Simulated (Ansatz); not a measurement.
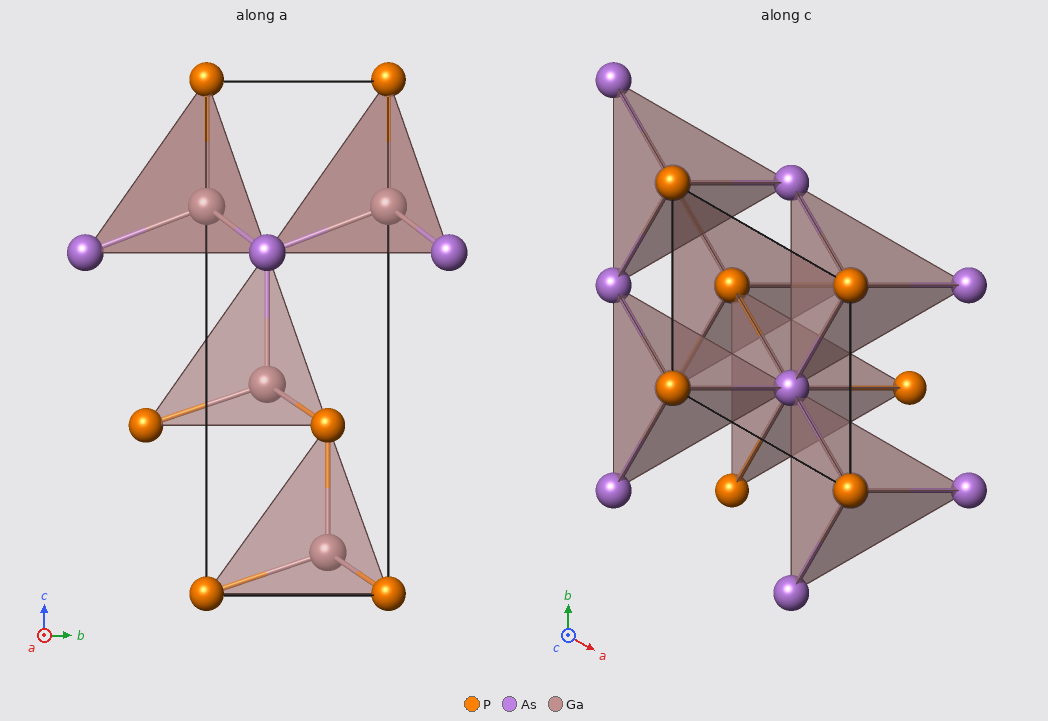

Drawn in the polyhedral manner and seen along the a axis and along the c axis. The parallelepiped is the conventional unit cell. Some atoms of the next cells are drawn as well.

Ga3AsP2, space group P3m1 (No. 156), a = 3.91 Å, b = 3.91 Å, c = 9.56 Å, α = 90.00°, β = 90.00°, γ = 120.00°.

Theory: Ansatz, difference of finished runs, DFT, r2SCAN, plane waves, PAW. Numerical settings: an energy cutoff of 500 eV.

What does the calculation say: metal or gapped?

Answer. A semiconductor at this level, with a gap of 1.63 eV.

Its origin is a structure type filled with these elements by a generator (whether the compound takes this form wasn't checked). Earlier steps of the study may have refined or changed the cell and positions. Ansatz was used for an electronic-structure calculation on it.
